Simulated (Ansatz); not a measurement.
# Fe: what the fields show

Input

```
crystal:
  lattice:
    - [-1.4287829046, 1.4287829046, 1.47186]
    - [1.4287829046, -1.4287829046, 1.47186]
    - [1.4287829046, 1.4287829046, -1.47186]
  atoms:
    - { symbol: Fe, position: [0.0, 0.0, 0.0], spin: 3.0 }
magnetization:
  spin_polarized: true
kpoints:
  mp_grid: { grid: [11, 11, 11] }
scf:
  occupations: { method: fermi_dirac, width: 0.1 }
  lower_state_search: "off"
hamiltonian:
  xc: pbe
  pseudopotentials: { kind: paw }
output:
  forces: true
  stress: true
  eigenvalues: true
  write_density: true
  write_potential: true
  elf: true
  volumetric_format: npy
```

Run with:

```sh
ansatz run input.yaml --threads 4 --pin off --max-ram 8192MiB --backend cpu --events-out ev --progress --plain --runs-dir out
```

Below, planes, directions and counts refer to the conventional cell (a = 2.86 Å, b = 2.86 Å, c = 2.94 Å, α = 90.00°, β = 90.00°, γ = 90.00°).

Space group I4/mmm; computed pressure about −9 GPa in this cell; spin-polarised.

Computed with DFT, PBE, PAW with Ansatz's default frozen-core files, scalar-relativistic in Ansatz 0.2.0.

In a PAW calculation such maps are meaningful between the atoms, not at the nuclei.

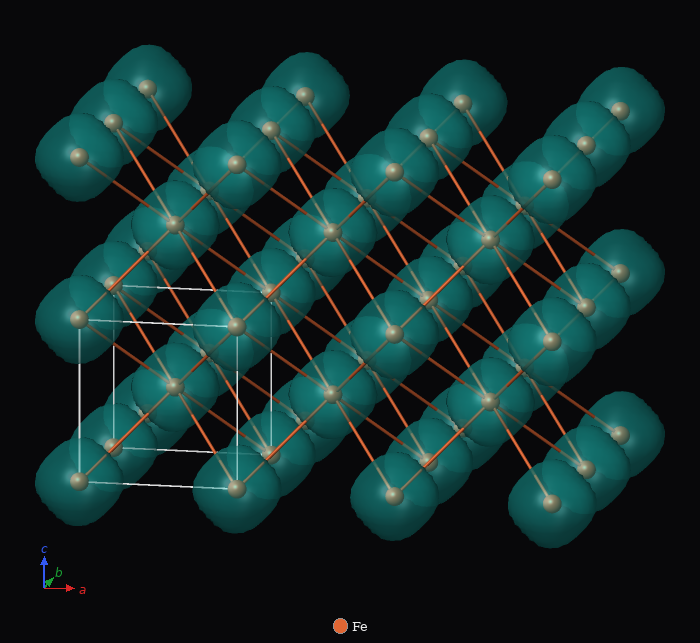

Figure 1. Isosurfaces of the magnetisation density (up minus down) at +0.3 (teal) and −0.3 e/Å³ (pink), seen slightly off an axis. Sticks mark near contacts.

### Where is the spin, and how is it ordered?

The spin density sits on Fe: +2.3 μB (×2) in one cell of 2 atoms: parallel moments, as they must be, since the calculation's own cell holds one magnetic site. The cell of the calculation (1 atoms) carries 2.3 μB of net spin moment. Only one sign reaches the isovalue.

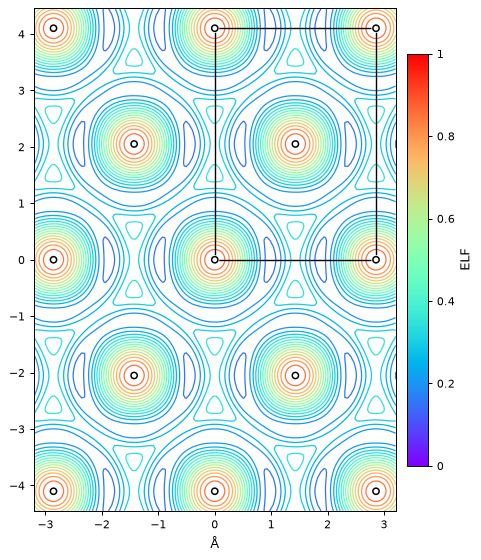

Figure 2. ELF on the (011̄) plane of the conventional cell. Circles mark the nuclei in the plane (Fe).

### Interpret the plot.

- The plane passes through Fe nuclei.
- Fe–Fe (2.50 Å): the ELF is about 0.25 at the midpoint; no localised pair shows between them.
- The features right at Fe lie inside the PAW spheres, where the map follows smoothed inner orbitals and isn't to be read closely.

### Metal or insulator at this level of theory?

It is metallic or semimetallic at this level of theory: no gap opens.
